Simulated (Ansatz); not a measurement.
Geometry relaxation of ZnSe (part 1 of 3)

- system: ZnSe (P1, 32 atoms in the cell)
- method: DFT PBE, scalar-relativistic, plane waves, PAW, no spin polarisation (Ansatz 0.2.0)

The structure derives from a Materials Project entry. It belongs to a series of runs on one base structure; here: the perfect supercell shaken and relaxed.

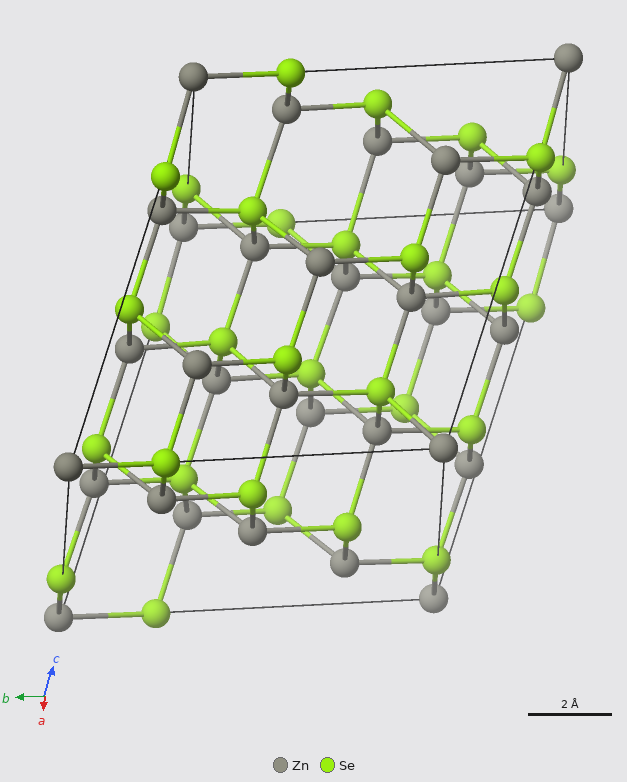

Fig. 1: The input geometry (ball-and-stick view of the cell of the calculation, seen at an oblique angle). Near neighbours in the crystal (not all of them lie inside the picture): Zn has 4 Se at 2.35 to 2.63 Å; Se has 4 Zn at 2.35 to 2.63 Å.

### Key numbers

- outcome: converged
- space group (tolerance 0.01 Å): P1 (1) → F-43m (216)
- electrons treated: 448
- free energy: −140632.6139 eV
- Fermi energy: 7.413 eV
- gap on the k-point mesh: 2.97 eV
- final volume: 753.22 Å³
- largest force (length of the vector) at the end: 0.006 eV/Å
- final cell: a = 9.928 Å, b = 9.928 Å, c = 9.928 Å, α = 109.47°, β = 109.47°, γ = 109.47°
- hardware: 8 threads of Arm Neoverse V1, 24 GiB of memory available, shared host
- wall time: 96 s (CPU time 12 min)
- peak memory: 3.8 GiB

### Input file
```yaml
crystal:
  lattice:
    - [-5.7317611755, 5.7317611755, -5.7317611755]
    - [-5.7317611755, -5.7317611755, 5.7317611755]
    - [5.7317611755, 5.7317611755, 5.7317611755]
  atoms:
    - { symbol: Zn, position: [0.7534583159, 0.7570149238, 0.502535772] }
    - { symbol: Zn, position: [0.4985267073, -0.0067906342, 0.4950341628] }
    - { symbol: Zn, position: [0.4973315071, 0.7421156073, 0.7442081024] }
    - { symbol: Zn, position: [0.2555583663, 0.2494472462, 0.4980364256] }
    - { symbol: Zn, position: [0.2514633835, -0.0007295733, 0.7548807061] }
    - { symbol: Zn, position: [0.246471018, 0.7490460777, 0.000257155] }
    - { symbol: Zn, position: [-0.0043112832, 0.4990349444, 0.4998017586] }
    - { symbol: Zn, position: [0.0006271596, 0.2482414903, 0.750419081] }
    - { symbol: Zn, position: [-0.0086192602, 0.0033829038, -0.0025974132] }
    - { symbol: Zn, position: [0.0016019627, 0.7441225919, 0.2507951472] }
    - { symbol: Zn, position: [0.743416849, 0.4955851726, 0.750428956] }
    - { symbol: Zn, position: [0.7437857478, 0.2497660515, 0.00504128] }
    - { symbol: Zn, position: [0.7528027709, -0.00130067, 0.2491848251] }
    - { symbol: Zn, position: [0.5007476006, 0.5014621598, 0.0047232399] }
    - { symbol: Zn, position: [0.4995716329, 0.2509306659, 0.2495731025] }
    - { symbol: Zn, position: [0.2543475958, 0.5103500381, 0.261162348] }
    - { symbol: Se, position: [0.0015378965, -0.0065339016, 0.7455220234] }
    - { symbol: Se, position: [0.7544082865, 0.2495211873, 0.7461856012] }
    - { symbol: Se, position: [0.7464960643, 0.0041330478, 0.0015104846] }
    - { symbol: Se, position: [0.4922976225, 0.4963967178, 0.7349791959] }
    - { symbol: Se, position: [0.4959330133, 0.2479487032, 0.0011162486] }
    - { symbol: Se, position: [0.5064906158, -0.0032873929, 0.2430345675] }
    - { symbol: Se, position: [0.2499540992, 0.7534732706, 0.7410046696] }
    - { symbol: Se, position: [0.250787081, 0.507373709, 0.0038102277] }
    - { symbol: Se, position: [0.249530703, 0.2491934197, 0.2534364341] }
    - { symbol: Se, position: [0.2480225817, 0.0012086356, 0.5003968549] }
    - { symbol: Se, position: [0.0046948101, 0.7446410159, -3.17302e-05] }
    - { symbol: Se, position: [0.0058063135, 0.50428031, 0.2533585147] }
    - { symbol: Se, position: [-0.0022614685, 0.2476201325, 0.4992557577] }
    - { symbol: Se, position: [0.7496412489, 0.76033019, 0.2476203698] }
    - { symbol: Se, position: [0.7553709332, 0.5070293627, 0.5071893576] }
    - { symbol: Se, position: [0.5032489729, 0.7462913193, 0.5033087929] }
basis:
  ecutwfc: 420
  xc_grid: 2
kpoints:
  mp_grid: { grid: [2, 2, 2], shift: [0.5, 0.5, 0.5] }
hamiltonian:
  xc: pbe
scf:
  occupations: { method: gaussian, width: 0.02 }
output:
  forces: true
  stress: false
  eigenvalues: true
relax:
  adjacent_minimum: "off"
  f_tol: 0.03
  max_steps: 25
```

Run as:
```bash
ansatz run input.yaml --threads 8 --pin off --max-ram 16384MiB --backend cpu --events-out ev --progress --plain --runs-dir out
```

### Output
```
Engine: ansatz 0.2.0, aarch64-unknown-linux-gnu
Pseudopotentials: kind: paw
Pseudopotential: Zn, paw, valence charge 12, recommended cutoff 420 eV (normal), Zn.paw.azcp
Pseudopotential: Se, paw, valence charge 16, recommended cutoff 420 eV (normal), Se.paw.azcp
Functional definition: PBE
  parameter kappa = 0.804
  parameter beta = 0.06672455060314922
  exchange = pbe_x(kappa = kappa, mu = beta*pi^2/3)
  correlation = pbe_c(beta = beta)
Crystal: 32 atoms, lattice volume = 753.224 Å³
Basis set: ecut = 420 eV, 14771 PW (Γ), exchange–correlation on 144×144×144 points (8 copies of the dense FFT grid, shifted against one another)
Bands: 269, of which v1, the nominal top of the filled ones, is band 224 counted from 1 (223 counted from 0)
Symmetry: 1 space group operations
Space group: P1 (ITA 1), of the structure as read, at distance tolerance 9.1e-5 Å
k-points: 4 of 8 (time reversal used)
Non-local potential: Zn, projectors of the file, l = 0: 2, l = 1: 2, l = 2: 3, l = 3: 1
Non-local potential: Se, projectors of the file, l = 0: 2, l = 1: 2, l = 2: 3, l = 3: 1
PAW form: soft (Blöchl's): semilocal exchange-correlation on the pseudo side does not see the compensation charge
PAW one-centre angular grid: Zn, 590 points (default); XC on 64 Gauss nodes
PAW one-centre angular grid: Se, 590 points (default); XC on 64 Gauss nodes
Initial density: superposition of atomic densities (neutral atoms: chi_scale 0, normalization atom), corrected by the library's trained network
Initial wavefunctions: pseudopotential atomic-orbital guess
Functional: x = pbe(κ = 0.804, μ = 0.2195149727645171), c = pbe(β = 0.06672455060314922)
SCF iter   1: F=—  HF=-140632.012712 eV  |F-HF|=—  |Δ(HF+E_count)|=         —  Δρ=8.88e-4  dr2=9.97e-3  ethr=1.77e-3  ⟨swp⟩=6.0  Hψ=4197  notcnv=0  defer=6
preconditioner: auto → Resta (q_TF=auto, 2.502 Å⁻¹)  ε∞=5.5  [insulator: Δε(μ)=2.897 eV  Ē_g=10.803 eV  σ=0.020 eV  W_gap=1.00  n_scr=200 (ndim 8)  ℏωp=23.0 eV  f_vac=0.128  D(μ)=0.00/eV (n_scr^D=0)  ε∞_Penn≈5.5]
SCF iter   2: F=—  HF=-140632.009711 eV  |F-HF|=—  |Δ(HF+E_count)|=   3.00e-3  Δρ=4.78e-4  dr2=2.66e-3  ethr=2.23e-6  ⟨swp⟩=2.0  Hψ=1959  notcnv=0  defer=109
SCF iter   3: F=—  HF=-140632.010001 eV  |F-HF|=—  |Δ(HF+E_count)|=   2.91e-4  Δρ=2.44e-4  dr2=3.07e-4  ethr=5.93e-7  ⟨swp⟩=2.0  Hψ=1494  notcnv=0  defer=109
SCF iter   4: F=—  HF=-140632.009880 eV  |F-HF|=—  |Δ(HF+E_count)|=   1.21e-4  Δρ=9.03e-5  dr2=7.05e-5  ethr=6.85e-8  ⟨swp⟩=2.0  Hψ=1634  notcnv=0  defer=109
SCF iter   5: F=—  HF=-140632.009968 eV  |F-HF|=—  |Δ(HF+E_count)|=   8.76e-5  Δρ=4.67e-5  dr2=1.90e-5  ethr=1.57e-8  ⟨swp⟩=2.0  Hψ=1634  notcnv=0  defer=109
SCF iter   6: F=-140632.009972 eV  HF=-140632.009966 eV  |F-HF|=6.02e-6  |Δ(HF+E_count)|=   2.08e-6  Δρ=1.78e-5  dr2=4.07e-6  ethr=4.24e-9  ⟨swp⟩=9.5  Hψ=5553  notcnv=0
SCF 1 converged in 6 iterations: F = -140632.009972 eV  dr2 = 4.07e-6
  greatest PAW one-centre occupation: 1.000 electrons in one spin orbital (limit 2), on the Se atom at site 31 (counted from 0), in its partial waves of l = 2
relax step   1: F+E_penalty+E_count = -140632.00997193 eV  Δ(F+E_penalty+E_count) = +0.000e0 eV  max|allowed force component| = 9.981e-1 eV/Å  Δτ_max = 0.0000 Å  (6 SCF iters, dr2 threshold 2.25e-5 eV, accepted)
Initial density: handed on by an earlier stage of this run
Initial wavefunctions: those handed on with the density
iter 1 solved again at ethr=5.18e-5 eV; its pass at ethr=3.10e-3 eV (dr2=2.32e-1 eV) is discarded
SCF iter   1: F=—  HF=-140632.625704 eV  |F-HF|=—  |Δ(HF+E_count)|=         —  Δρ=7.07e-3  dr2=2.32e-1  ethr=5.18e-5  ⟨swp⟩=1.8  Hψ=3070  notcnv=0  defer=158
preconditioner: auto → Resta (q_TF=auto, 2.502 Å⁻¹)  ε∞=5.5  [insulator: Δε(μ)=2.956 eV  Ē_g=10.811 eV  σ=0.020 eV  W_gap=1.00  n_scr=200 (ndim 8)  ℏωp=23.0 eV  f_vac=0.126  D(μ)=0.00/eV (n_scr^D=0)  ε∞_Penn≈5.5]
SCF iter   2: F=—  HF=-140632.558646 eV  |F-HF|=—  |Δ(HF+E_count)|=   6.71e-2  Δρ=3.42e-3  dr2=4.93e-2  ethr=5.17e-5  ⟨swp⟩=2.8  Hψ=1627  notcnv=0  defer=158
SCF iter   3: F=—  HF=-140632.548273 eV  |F-HF|=—  |Δ(HF+E_count)|=   1.04e-2  Δρ=9.67e-4  dr2=4.37e-3  ethr=1.10e-5  ⟨swp⟩=2.0  Hψ=1796  notcnv=0  defer=158
SCF iter   4: F=—  HF=-140632.547071 eV  |F-HF|=—  |Δ(HF+E_count)|=   1.20e-3  Δρ=4.09e-4  dr2=1.15e-3  ethr=9.75e-7  ⟨swp⟩=2.0  Hψ=1430  notcnv=0  defer=158
SCF iter   5: F=—  HF=-140632.547211 eV  |F-HF|=—  |Δ(HF+E_count)|=   1.40e-4  Δρ=1.34e-4  dr2=1.49e-4  ethr=2.56e-7  ⟨swp⟩=2.0  Hψ=1430  notcnv=0  defer=158
SCF iter   6: F=-140632.547244 eV  HF=-140632.547243 eV  |F-HF|=4.29e-7  |Δ(HF+E_count)|=   3.24e-5  Δρ=3.77e-5  dr2=1.79e-5  ethr=1.39e-8  ⟨swp⟩=9.0  Hψ=5032  notcnv=0
SCF 2 converged in 6 iterations: F = -140632.547244 eV  dr2 = 1.79e-5
  greatest PAW one-centre occupation: 1.000 electrons in one spin orbital (limit 2), on the Se atom at site 19 (counted from 0), in its partial waves of l = 2
relax step   2: F+E_penalty+E_count = -140632.54724375 eV  Δ(F+E_penalty+E_count) = -5.373e-1 eV  max|allowed force component| = 2.457e-1 eV/Å  Δτ_max = 0.1319 Å  (6 SCF iters, dr2 threshold 6.23e-5 eV, accepted)
SCF iter   1: F=—  HF=-140632.656204 eV  |F-HF|=—  |Δ(HF+E_count)|=         —  Δρ=4.82e-3  dr2=1.13e-1  ethr=1.50e-4  ⟨swp⟩=4.8  Hψ=2227  notcnv=0  defer=158
preconditioner: auto → Resta (q_TF=auto, 2.502 Å⁻¹)  ε∞=5.5  [insulator: Δε(μ)=2.975 eV  Ē_g=10.807 eV  σ=0.020 eV  W_gap=1.00  n_scr=200 (ndim 8)  ℏωp=23.0 eV  f_vac=0.128  D(μ)=0.00/eV (n_scr^D=0)  ε∞_Penn≈5.5]
SCF iter   2: F=—  HF=-140632.620406 eV  |F-HF|=—  |Δ(HF+E_count)|=   3.58e-2  Δρ=2.24e-3  dr2=2.12e-2  ethr=2.51e-5  ⟨swp⟩=2.2  Hψ=1652  notcnv=0  defer=158
SCF iter   3: F=—  HF=-140632.614361 eV  |F-HF|=—  |Δ(HF+E_count)|=   6.05e-3  Δρ=4.65e-4  dr2=1.02e-3  ethr=4.73e-6  ⟨swp⟩=2.0  Hψ=1452  notcnv=0  defer=158
SCF iter   4: F=—  HF=-140632.613820 eV  |F-HF|=—  |Δ(HF+E_count)|=   5.41e-4  Δρ=2.12e-4  dr2=2.98e-4  ethr=2.28e-7  ⟨swp⟩=2.0  Hψ=1430  notcnv=0  defer=158
SCF iter   5: F=—  HF=-140632.613879 eV  |F-HF|=—  |Δ(HF+E_count)|=   5.92e-5  Δρ=7.66e-5  dr2=4.96e-5  ethr=6.65e-8  ⟨swp⟩=2.0  Hψ=1430  notcnv=0  defer=158
SCF iter   6: F=—  HF=-140632.613894 eV  |F-HF|=—  |Δ(HF+E_count)|=   1.48e-5  Δρ=2.29e-5  dr2=7.20e-6  ethr=1.11e-8  ⟨swp⟩=2.0  Hψ=1814  notcnv=0  defer=158
SCF iter   7: F=-140632.613896 eV  HF=-140632.613895 eV  |F-HF|=4.33e-7  |Δ(HF+E_count)|=   1.64e-6  Δρ=9.85e-6  dr2=1.00e-6  ethr=8.42e-10  ⟨swp⟩=9.5  Hψ=4965  notcnv=0
SCF 3 converged in 7 iterations: F = -140632.613896 eV  dr2 = 1.00e-6
relax step   3: F+E_penalty+E_count = -140632.61389567 eV  Δ(F+E_penalty+E_count) = -6.665e-2 eV  max|allowed force component| = 5.264e-3 eV/Å  Δτ_max = 0.0665 Å  (7 SCF iters, dr2 threshold 3.77e-6 eV, accepted)
iter 1 solved again at ethr=2.23e-10 eV; its pass at ethr=3.10e-3 eV (dr2=9.99e-7 eV) is discarded
SCF iter   1: F=—  HF=-140632.613852 eV  |F-HF|=—  |Δ(HF+E_count)|=         —  Δρ=9.82e-6  dr2=9.99e-7  ethr=2.23e-10  ⟨swp⟩=1.0  Hψ=2512  notcnv=0
preconditioner: auto → Resta (q_TF=auto, 2.502 Å⁻¹)  ε∞=5.5  [insulator: Δε(μ)=2.975 eV  Ē_g=10.800 eV  σ=0.020 eV  W_gap=1.00  n_scr=200 (ndim 8)  ℏωp=23.0 eV  f_vac=0.128  D(μ)=0.00/eV (n_scr^D=0)  ε∞_Penn≈5.5]
SCF iter   2: F=—  HF=-140632.613896 eV  |F-HF|=—  |Δ(HF+E_count)|=   4.31e-5  Δρ=6.11e-6  dr2=5.19e-7  ethr=2.23e-10  ⟨swp⟩=2.0  Hψ=1401  notcnv=0
SCF iter   3: F=—  HF=-140632.613896 eV  |F-HF|=—  |Δ(HF+E_count)|=   2.53e-7  Δρ=4.23e-6  dr2=2.68e-7  ethr=1.16e-10  ⟨swp⟩=2.0  Hψ=1380  notcnv=0
SCF iter   4: F=-140632.613896 eV  HF=-140632.613896 eV  |F-HF|=4.66e-10  |Δ(HF+E_count)|=   2.87e-7  Δρ=6.90e-7  dr2=4.66e-9  ethr=2.23e-11  ⟨swp⟩=3.0  Hψ=3962  notcnv=0
SCF 4 converged in 4 iterations: F = -140632.613896 eV  dr2 = 4.66e-9
relax step   4: F+E_penalty+E_count = -140632.61389611 eV  Δ(F+E_penalty+E_count) = -4.380e-7 eV  max|allowed force component| = 5.236e-3 eV/Å  Δτ_max = 0.0000 Å  (4 SCF iters, accepted)
```

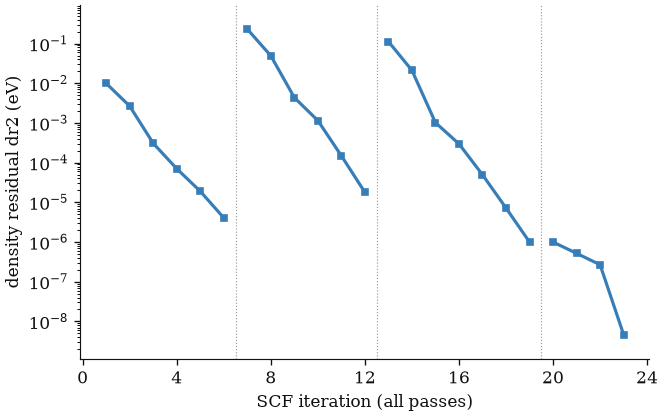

Fig. 2: Convergence of the self-consistent field: density residual dr2 against the SCF iteration. The dotted lines part the SCF passes of the relaxation: geometry steps, rejected trials and re-solves on a re-selected basis. The passes take 6, 6, 7 and 4 iterations.

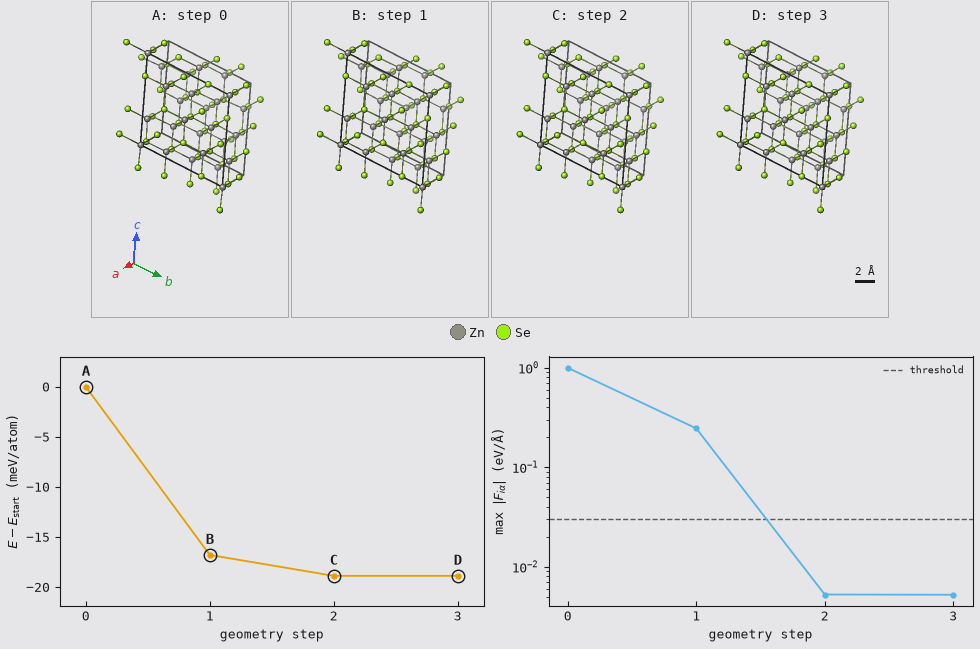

Fig. 3: Frames of the relaxation (ball-and-stick view of the cell of the calculation, with bonded neighbours outside it, seen slightly off an axis) above the curves, on which the letters mark them (the first geometry is step 0 here and step 1 in the log).

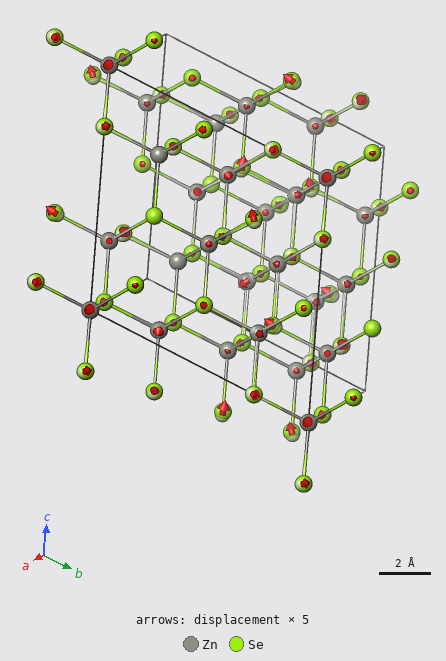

Fig. 4: Start (faint) and end (solid) with the displacements as red arrows, magnified 5 times (ball-and-stick view of the cell of the calculation, with bonded neighbours outside it, seen slightly off an axis). The atom that moves furthest is Se20 (0.13 Å). By element the largest moves are Se 0.13 Å, Zn 0.10 Å. The lattice vectors keep their values. Among the contacts that change: Zn14–Se20 2.634 → 2.482 Å, Zn9–Se27 2.624 → 2.483 Å, Zn13–Se30 2.351 → 2.481 Å, Zn12–Se18 2.606 → 2.482 Å. Among the angles that change: Zn11–Se20–Zn14 104.8° → 109.6°, Se18–Zn11–Se20 114.1° → 109.5°, Zn8–Se17–Zn9 105.1° → 109.5°. The space group (tolerance 0.01 Å) goes from P1 (No. 1) to F-43m (No. 216). Over 3 geometry steps the energy falls by 18.9 meV per atom. Largest force component: 1 eV/Å at the start, 0.0052 eV/Å at the end. (Atoms are counted from 1 in the order of the input.)
